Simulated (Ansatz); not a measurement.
**Band-structure calculation, with input and output: Nb3Sn (part 1 of 2)**

- system: Nb3Sn (8 atoms in the cell)
- method: DFT PBE, spin-orbit coupling, plane waves, PAW (Ansatz 0.2.0)

The structure derives from an entry of the Crystallography Open Database. Figures and captions count atoms from 1; the log counts them from 0 in places.

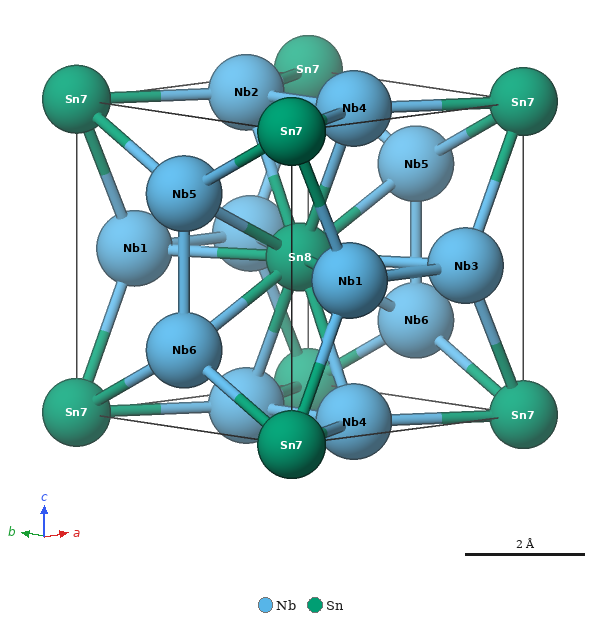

Fig. 1: The structure as given in the input (ball-and-stick view of the cell of the calculation, seen at an oblique angle; atoms are numbered from 1 in the order of the input). Near neighbours in the crystal (not all of them lie inside the picture): Nb has 2 Nb at 2.66 Å and 4 Sn at 2.97 Å; Sn has 12 Nb at 2.97 Å.

### Input
```yaml
crystal:
  lattice:
    - [5.3191375837, 0.0, 0.0]
    - [0.0, 5.3191375837, 0.0]
    - [0.0, 0.0, 5.3191375837]
  atoms:
    - { symbol: Nb, position: [0.25, 0.0, 0.5] }
    - { symbol: Nb, position: [0.5, 0.75, 0.0] }
    - { symbol: Nb, position: [0.75, 0.0, 0.5] }
    - { symbol: Nb, position: [0.5, 0.25, 0.0] }
    - { symbol: Nb, position: [0.0, 0.5, 0.75] }
    - { symbol: Nb, position: [0.0, 0.5, 0.25] }
    - { symbol: Sn, position: [0.0, 0.0, 0.0] }
    - { symbol: Sn, position: [0.5, 0.5, 0.5] }
basis:
  ecutwfc: 420
kpoints:
  mp_grid: { grid: [8, 8, 8] }
  band_path:
    path:
      - [[0.0, 0.0, 0.0], [0.0, 0.5, 0.0], [0.5, 0.5, 0.0], [0.0, 0.0, 0.0], [0.5, 0.5, 0.5], [0.0, 0.5, 0.0]]
      - [[0.5, 0.5, 0.5], [0.5, 0.5, 0.0]]
    npoints: 10
hamiltonian:
  xc: pbe
scf:
  occupations: { method: gaussian, width: 0.1 }
output:
  forces: true
  stress: true
  eigenvalues: true
  populations: true
  dos: { projected: true, de: 0.02 }
  bader: false
  write_density: true
  write_potential: true
  elf: true
  volumetric_format: npy
magnetization:
  noncollinear: true
  spin_orbit: true
```

Launched with:
```bash
ansatz run input.yaml --threads 2 --pin off --max-ram 5120MiB --backend cpu --events-out ev --progress --plain --runs-dir out
```

### Log
```
Engine: ansatz 0.2.0, aarch64-unknown-linux-gnu
Pseudopotentials: kind: paw_fr
Pseudopotential: Nb, paw_fr, valence charge 13, recommended cutoff 420 eV (normal), Nb.paw.azcp#standard-fr
Pseudopotential: Sn, paw_fr, valence charge 14, recommended cutoff 420 eV (normal), Sn.paw.azcp#standard-fr
Functional definition: PBE
  parameter kappa = 0.804
  parameter beta = 0.06672455060314922
  exchange = pbe_x(kappa = kappa, mu = beta*pi^2/3)
  correlation = pbe_c(beta = beta)
non-collinear run that drives no moment, with spin-orbit: no starting moment large enough to seed its density (crystal.atoms[].spin), no starting occupations that ask for one, no magnetisation constraint and no magnetic field, so the semilocal B_xc is pinned to zero
Crystal: 8 atoms, lattice volume = 150.496 Å³
Basis set: ecut = 420 eV, 2945 PW (Γ), exchange–correlation on 72×72×72 points (8 copies of the dense FFT grid, shifted against one another)
Bands: 128, of which v1, the nominal top of the filled ones, is band 106 counted from 1 (105 counted from 0)
Symmetry: 48 space group operations + 48 with time reversal
Magnetic group: BNS 223.105 (UNI 1607), of the structure as read, at distance tolerance 5.3e-5 Å
k-points: 35 of 512
Projection manifold: j_resolved (fully-relativistic pseudo-atomic orbitals)
Non-local potential: Nb, projectors of the file, l = 0: 3, l = 1: 4, l = 2: 4, l = 3: 2
Non-local potential: Sn, projectors of the file, l = 0: 2, l = 1: 4, l = 2: 4, l = 3: 4
PAW form: soft (Blöchl's): semilocal exchange-correlation on the pseudo side does not see the compensation charge
PAW one-centre angular grid: Nb, 590 points (default); XC on 64 Gauss nodes
PAW one-centre angular grid: Sn, 590 points (default); XC on 64 Gauss nodes
Initial density: superposition of atomic densities (chi_scale 0.1, normalization cell, long waves kept (reshape's long-wave potential 0.00 eV rms))
Initial wavefunctions: pseudopotential atomic-orbital guess
Functional: x = pbe(κ = 0.804, μ = 0.2195149727645171), c = pbe(β = 0.06672455060314922)
SCF iter   1: F=—  HF=-39376.428360 eV  |F-HF|=—  |Δ(HF+E_count)|=         —  Δρ=6.57e-2  dr2=7.17e0  dr2_m=0.00e0 (ungated)  ethr=3.10e-3  |M|=0.00e0 ∫|m|=0.00e0 μB  |m|>n=0.0e0 m-floor=0.0e0 τ_xc=0.0e0  β_m=0.30  ⟨swp⟩=6.0  Hψ=10865  notcnv=0  defer=10
preconditioner: auto → Kerker (q_TF=auto, 2.573 Å⁻¹)  [metal: Δε(μ)=0.005 eV  Ē_g=10.475 eV  σ=0.100 eV  W_gap=0.03  n_scr=32 (ndim 8)  ℏωp=23.1 eV  f_vac=0.000  D(μ)=13.33/eV (n_scr^D=170)]
spin=Noncollinear: Kerker preconditioning applied to the charge; magnetization (m_x, m_y, m_z) channels mix plain (no charge-response kernel on spin).
SCF iter   2: F=—  HF=-39375.177782 eV  |F-HF|=—  |Δ(HF+E_count)|=    1.25e0  Δρ=4.93e-2  dr2=3.91e0  dr2_m=0.00e0 (ungated)  ethr=3.10e-3  |M|=0.00e0 ∫|m|=0.00e0 μB  |m|>n=0.0e0 m-floor=0.0e0 τ_xc=0.0e0  β_m=0.65  ⟨swp⟩=2.0  Hψ=2711  notcnv=0  defer=456
SCF iter   3: F=—  HF=-39373.873845 eV  |F-HF|=—  |Δ(HF+E_count)|=    1.30e0  Δρ=7.58e-3  dr2=1.02e-1  dr2_m=0.00e0 (ungated)  ethr=3.10e-3  |M|=0.00e0 ∫|m|=0.00e0 μB  |m|>n=0.0e0 m-floor=0.0e0 τ_xc=0.0e0  β_m=0.77  ⟨swp⟩=2.8  Hψ=3860  notcnv=0  defer=456
SCF iter   4: F=—  HF=-39373.854761 eV  |F-HF|=—  |Δ(HF+E_count)|=   1.91e-2  Δρ=1.80e-3  dr2=6.33e-3  dr2_m=0.00e0 (ungated)  ethr=9.63e-5  |M|=0.00e0 ∫|m|=0.00e0 μB  |m|>n=0.0e0 m-floor=0.0e0 τ_xc=0.0e0  β_m=0.81  ⟨swp⟩=2.0  Hψ=2894  notcnv=0  defer=456
SCF iter   5: F=—  HF=-39373.852171 eV  |F-HF|=—  |Δ(HF+E_count)|=   2.59e-3  Δρ=4.21e-4  dr2=3.91e-4  dr2_m=0.00e0 (ungated)  ethr=5.97e-6  |M|=0.00e0 ∫|m|=0.00e0 μB  |m|>n=0.0e0 m-floor=0.0e0 τ_xc=0.0e0  β_m=0.90  ⟨swp⟩=2.1  Hψ=3343  notcnv=0  defer=450
SCF iter   6: F=—  HF=-39373.852062 eV  |F-HF|=—  |Δ(HF+E_count)|=   1.09e-4  Δρ=8.99e-5  dr2=1.04e-5  dr2_m=0.00e0 (ungated)  ethr=3.68e-7  |M|=0.00e0 ∫|m|=0.00e0 μB  |m|>n=0.0e0 m-floor=0.0e0 τ_xc=0.0e0  β_m=0.95  ⟨swp⟩=2.0  Hψ=3034  notcnv=0  defer=450
SCF iter   7: F=—  HF=-39373.852192 eV  |F-HF|=—  |Δ(HF+E_count)|=   1.30e-4  Δρ=1.13e-5  dr2=1.92e-7  dr2_m=0.00e0 (ungated)  ethr=9.81e-9  |M|=0.00e0 ∫|m|=0.00e0 μB  |m|>n=0.0e0 m-floor=0.0e0 τ_xc=0.0e0  β_m=0.98  ⟨swp⟩=2.0  Hψ=2703  notcnv=0  defer=450
SCF iter   8: F=-39373.852192 eV  HF=-39373.852192 eV  |F-HF|=8.73e-11  |Δ(HF+E_count)|=   3.27e-9  Δρ=1.83e-6  dr2=2.91e-9  dr2_m=0.00e0 (ungated)  ethr=9.43e-11  |M|=0.00e0 ∫|m|=0.00e0 μB  |m|>n=0.0e0 m-floor=0.0e0 τ_xc=0.0e0  ⟨swp⟩=15.1  Hψ=15224  notcnv=0
SCF 1 converged in 8 iterations: F = -39373.852192 eV  dr2 = 2.91e-9
  greatest PAW one-centre occupation: 0.998 electrons in one spin orbital (limit 2), on the Nb atom at site 3 (counted from 0), in its partial waves of l = 0
```

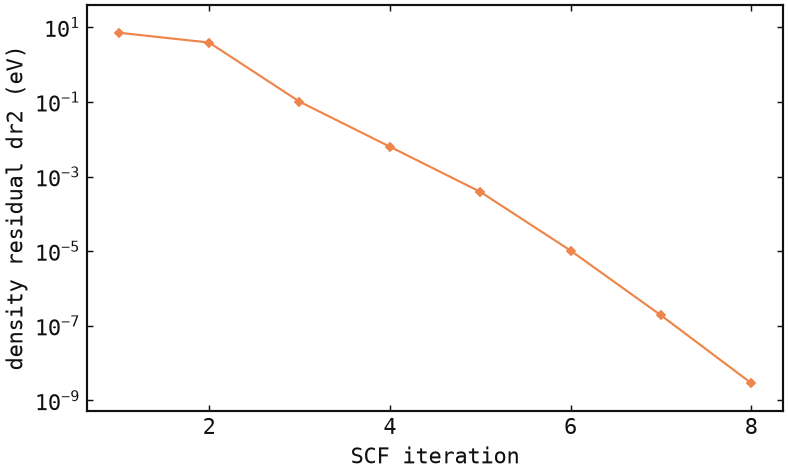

Fig. 2: Convergence of the self-consistent field: density residual dr2 against the SCF iteration. The residual falls at every step.

```
NSCF: frozen V_eff on 62 k-points
SCF converged after 8 iterations
Magnetization: |M| = 0.0000 μB,  M = (+0.0000, +0.0000, +0.0000) μB
Absolute magnetization: 0.0000 μB (∫|m|)
  site 0: m = (+0.0000, +0.0000, +0.0000) μB, |m| = 0.0000 μB  (R = 1.10 Å)
  site 1: m = (+0.0000, +0.0000, +0.0000) μB, |m| = 0.0000 μB  (R = 1.10 Å)
  site 2: m = (+0.0000, +0.0000, +0.0000) μB, |m| = 0.0000 μB  (R = 1.10 Å)
  site 3: m = (+0.0000, +0.0000, +0.0000) μB, |m| = 0.0000 μB  (R = 1.10 Å)
  site 4: m = (+0.0000, +0.0000, +0.0000) μB, |m| = 0.0000 μB  (R = 1.10 Å)
  site 5: m = (+0.0000, +0.0000, +0.0000) μB, |m| = 0.0000 μB  (R = 1.10 Å)
  site 6: m = (+0.0000, +0.0000, +0.0000) μB, |m| = 0.0000 μB  (R = 1.23 Å)
  site 7: m = (+0.0000, +0.0000, +0.0000) μB, |m| = 0.0000 μB  (R = 1.23 Å)
Free energy (F): -39373.852192 eV
Harris-Foulkes:  -39373.852192 eV  (|F-HF|=8.73e-11)
Internal energy: -39373.777976 eV  (E = F + TS)
E sigma→0 (E₀):  -39373.815084 eV
Entropy (-TS):   -0.074216 eV (-9.277 meV/atom)
Fermi energy:    16.867162 eV
--- Per-component energies (eV) ---
  E_band       = -478.135928
  E_kinetic    = 2744.115309
  E_local      = -5485.723994  (includes V_loc(G=0)·N_el)
  E_nonlocal   = 657.131162
  E_hartree    = 2223.030111
  E_xc         = -1818.105127
  E_vxc        = -1470.145212  (∫ρ·V_xc dr)
  E_paw        = -26731.499102  (= ΣΔE_a)
  E_vpaw       = -1369.573132  (= ΣTr[D̂ρ^β])
  E_aug_tail   = 0.000050  (compensation charges beyond the density's cutoff)
  E_ewald      = -10962.726385
  E_smearing   = -0.074216  (= −TS)
  E_closure    = -0.000000  (closes the sum)
  Σ components = -39373.852192   (vs F -39373.852192, Δ=0.00e0)
--- Forces (eV/Å), atoms counted from 1 ---
  atom   1  Nb    -0.00000000     0.00000000     0.00000000
  atom   2  Nb    -0.00000000    -0.00000000    -0.00000000
  atom   3  Nb    -0.00000000    -0.00000000     0.00000000
  atom   4  Nb     0.00000000    -0.00000000     0.00000000
  atom   5  Nb    -0.00000000     0.00000000    -0.00000000
  atom   6  Nb    -0.00000000    -0.00000000    -0.00000000
  atom   7  Sn     0.00000000    -0.00000000     0.00000000
  atom   8  Sn     0.00000000    -0.00000000     0.00000000
  max |Σ_I F_I| component: 2.54e-17 eV/Å
--- Stress (GPa, compression-positive) ---
       -0.023124       0.000000       0.000000
        0.000000      -0.023124       0.000000
        0.000000       0.000000      -0.023124
  P = ⅓ Tr σ = -0.0231 GPa (-0.231 kbar)
--- Band table (eV; the first three rows and the last of 35) ---
  k-point 0: bands = ["-37.6985", "-37.6985", "-37.6317", "-37.6317", "-37.6317", "-37.6317", "-37.4239", "-37.4239", "-37.4239", "-37.4239", "-37.4239", "-37.4239", "-15.4121", "-15.4121", "-15.4121", "-15.4121", "-15.3675", "-15.3675", "-15.0482", "-15.0482", "-15.0482", "-15.0482", "-14.8197", "-14.8197", "-13.4538", "-13.4538", "-13.4538", "-13.4538", "-13.4299", "-13.4299", "-13.2669", "-13.2669", "-12.9932", "-12.9932", "-12.9932", "-12.9932", "-12.8800", "-12.8800", "-12.8800", "-12.8800", "-12.7969", "-12.7969", "-12.4124", "-12.4124", "-12.4124", "-12.4124", "-12.4124", "-12.4124", "-4.5103", "-4.5103", "-4.5103", "-4.5103", "-4.5048", "-4.5048", "-4.5048", "-4.5048", "-3.4867", "-3.4867", "-3.4867", "-3.4867", "-3.4811", "-3.4811", "-3.4811", "-3.4811", "-3.4674", "-3.4674", "-3.4611", "-3.4611", "7.6920", "7.6920", "9.1972", "9.1972", "13.2327", "13.2327", "13.3800", "13.3800", "13.3800", "13.3800", "13.5555", "13.5555", "13.7687", "13.7687", "13.7687", "13.7687", "14.0975", "14.0975", "14.0975", "14.0975", "14.5953", "14.5953", "15.0388", "15.0388", "15.0561", "15.0561", "15.0561", "15.0561", "15.5404", "15.5404", "16.3274", "16.3274", "16.3416", "16.3416", "16.3416", "16.3416", "16.8110", "16.8110", "16.8110", "16.8110", "19.1665", "19.1665", "19.2259", "19.2259", "19.2259", "19.2259", "19.2368", "19.2368", "20.2531", "20.2531", "20.2531", "20.2531", "20.3964", "20.3964", "20.3964", "20.3964", "20.5415", "20.5415", "20.5415", "20.5415"]
```
